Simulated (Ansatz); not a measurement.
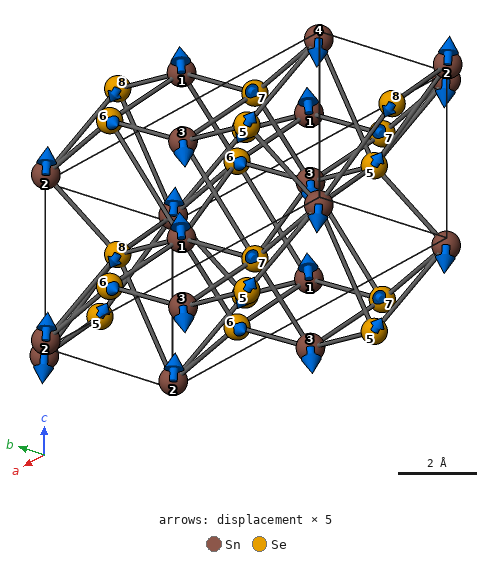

A relaxation of a crystal of SnSe (built on the database structure type). The starting structure is drawn; blue arrows show the displacements (the part carried along by the change of the cell is left out), 5 times their true length.

Style: ball-and-stick. Shown: the cell of the calculation, from a free direction.

These are results of DFT, PBEsol, plane waves, PAW in Ansatz 0.2.0, not measurements.

Input
```yaml
crystal:
  lattice:
    - [11.6644585, 0.0, 0.0]
    - [0.0, 4.12625095, 0.0]
    - [0.0, 0.0, 4.70090745]
  atoms:
    - { symbol: Sn, position: [0.61878685, 0.75, 0.3765543] }
    - { symbol: Sn, position: [0.88121315, 0.25, 0.8765543] }
    - { symbol: Sn, position: [0.38121315, 0.25, 0.6234457] }
    - { symbol: Sn, position: [0.11878685, 0.75, 0.1234457] }
    - { symbol: Se, position: [0.14855303, 0.25, 0.5091818] }
    - { symbol: Se, position: [0.64855303, 0.25, 0.9908182] }
    - { symbol: Se, position: [0.35144697, 0.75, 0.0091818] }
    - { symbol: Se, position: [0.85144697, 0.75, 0.4908182] }
kpoints:
  mp_grid: { grid: [2, 6, 4] }
hamiltonian:
  xc: pbesol
scf:
  occupations: { method: fermi_dirac, width: 0.03 }
relax:
  f_tol: 0.01
  cell: {}
  max_steps: 120
output:
  write_density: true
  write_potential: true
  elf: true
  volumetric_format: npy
```

Command:
```bash
ansatz run input.yaml --threads 4 --pin off --max-ram 4608MiB --backend cpu --events-out ev --progress --plain --runs-dir out
```

**Describe the change and its energy.**

The largest moves relative to the cell, 0.16 Å, are those of Sn1, Sn2, Sn3 and Sn4. Sn3 goes roughly along −c. By element the largest moves are Sn 0.16 Å, Se 0.09 Å. The volume changes by −8.3 %, with a 11.664 → 11.510 Å (−1.3 %), b 4.126 → 4.173 Å (+1.1 %), c 4.701 → 4.318 Å (−8.2 %). Among the contacts that change: Sn1–Se6 3.566 → 3.220 Å, Sn1–Se7 3.565 → 3.467 Å, Sn1–Se6 (another image) 2.769 → 2.820 Å, Sn1–Se8 2.767 → 2.742 Å. Among the angles between lasting bonds that change: Sn1–Se6–Sn2 104.5° → 99.2°. The space group stays Pnma (No. 62). Over 6 accepted moves (7 points after the start) the energy falls by 22.0 meV per atom. Largest force component: 0.099 eV/Å at the start, 0.0063 eV/Å at the end. The pressure goes from −1.59 to 0.02 GPa. The SCF was repeated once at an unchanged geometry on a basis and grid sized afresh for the cell, which shifted the energy by 0.3 meV per atom at most.

Limits of the set-up: layers or molecules are held without a dispersion correction, so their spacing is unreliable.
